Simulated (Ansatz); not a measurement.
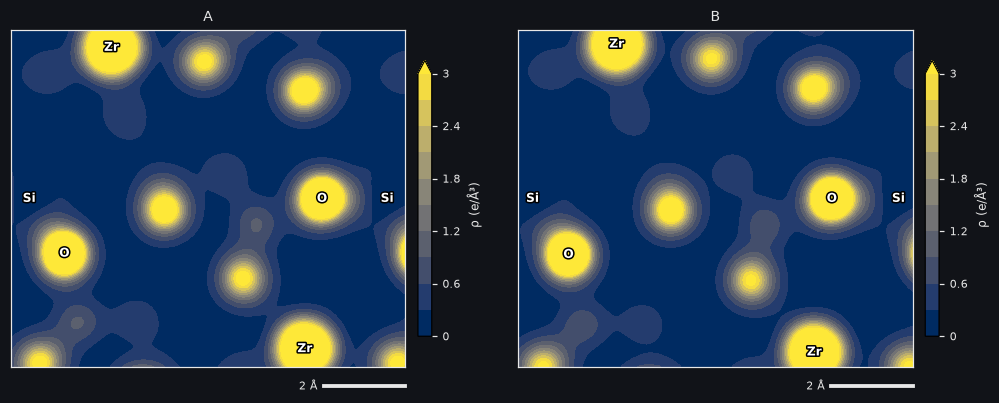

ZrSiO4. The valence pseudo-density of two cells that differ in size, on the (111) plane of each (indices in the axes of the calculation cell), at one length scale and on one colour scale; one has 9.6 and the other 10.3 Å³ an atom.

The calculation used DFT PBEsol, scalar-relativistic, plane waves, PAW (Ansatz).

Core electrons are frozen (PAW), and the valence fields are smoothed inside the atomic spheres.

Which panel shows the smaller cell, and what does the compression change?

Panel A is the smaller cell, by 6 % in volume. From the larger cell to the smaller, Si–O goes from 1.64 to 1.61 Å, and the density at its midpoint from 1.2 to 1.3 e/Å³; the pressure goes from 16 to 38 GPa; the Kohn–Sham gap goes from 4.8 eV to 5.0 eV.

PAW datasets: the set soft_1.
